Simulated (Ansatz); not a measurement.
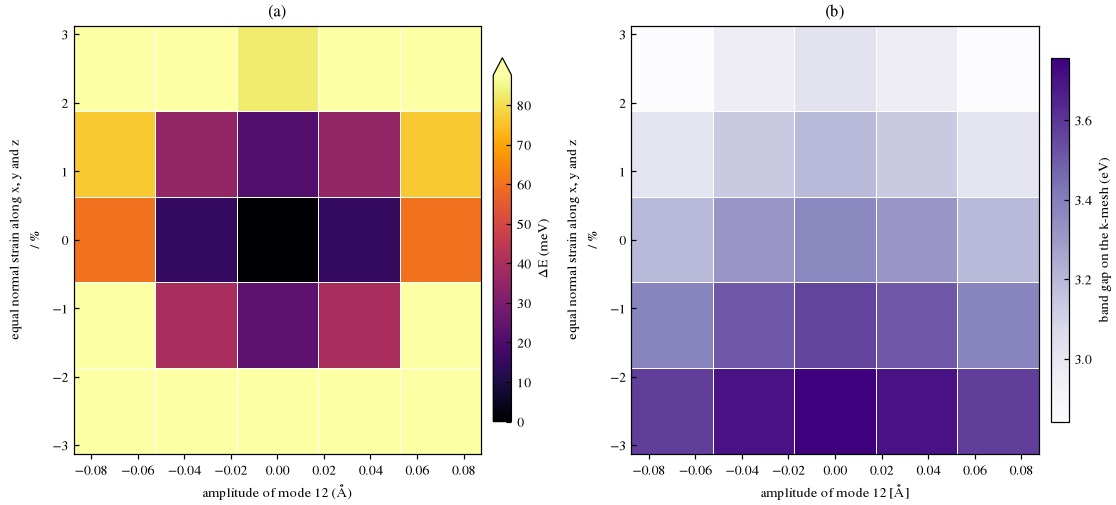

MgS (F-43m, No. 216; 4 atoms in the cell). 
- The energy is mapped over a normal mode and a strain (zone-centre modes of the 4-atom cell of this scan, which folds in the wave vector (0, 0, 1/2) of the primitive cell).
- The first coordinate is: amplitude of mode 12 (330 cm⁻¹), largest displacement in the unstrained cell; the second: equal normal strain along x, y and z.
- Nothing is relaxed (the pattern is fixed in fractional coordinates).
- The scan uses a 5 × 5 grid; 15 points were computed and 10 follow by symmetry.
- Points are written as (first, second).
- Energies: meV per cell, counted from the lowest grid point.
- Theory: DFT PBE, scalar-relativistic, plane waves, PAW in Ansatz 0.2.0. Settings: cutoff 520 eV, k-mesh 9×9×8 in the order of the run's cell vectors, gaussian smearing 0.05 eV, no spin polarisation.

Panel (a) is the energy; panel (b) is the computed band gap on the k-mesh, in eV.

The picture shows one coloured cell a grid point, one colour for all values above the top of the scale.

Q: How does the band gap on the k-mesh vary over the map, and what is it at the lowest grid point?

A: It runs from 2.84 eV at (−0.070 Å, 2.50 %) to 3.76 eV at (0.000 Å, −2.50 %). At the lowest grid point, (0.000 Å, 0.00 %), it is 3.37 eV.
